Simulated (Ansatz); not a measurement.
P

```
P
1.0
     0.35052    0.35052    2.51516
    -6.26906    6.26906    0.00000
    -2.20931   -2.20931    0.61561
P
4
Direct
  0.00000 0.58171 0.25000
  0.50000 0.08171 0.25000
  0.00000 0.41829 0.75000
  0.50000 0.91829 0.75000
```

Space group Cmcm; set up as P, beta-Sn type; a generated structure, not necessarily the stable one; changed on purpose from its base cell (volume × 0.92); computed pressure about 8 GPa in this cell.

All numbers below come from Ansatz 0.2.0, DFT, r2SCAN, plane waves (500 eV) with PAW, scalar-relativistic.

**Predict the valence pseudo-density and electron localisation function between the atoms.**

P–P (2.15 Å): the density is about 0.87 e/Å³ at the midpoint; the ELF peaks at about 0.90 between the atoms.

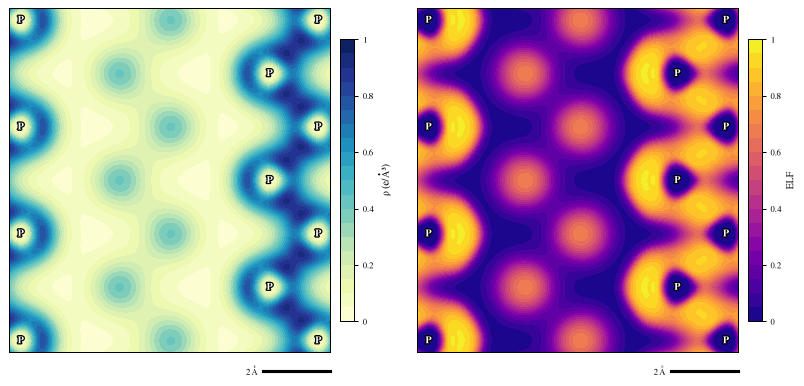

Computed valence pseudo-density and electron localisation function on the (100) plane of the conventional cell, in this order. 
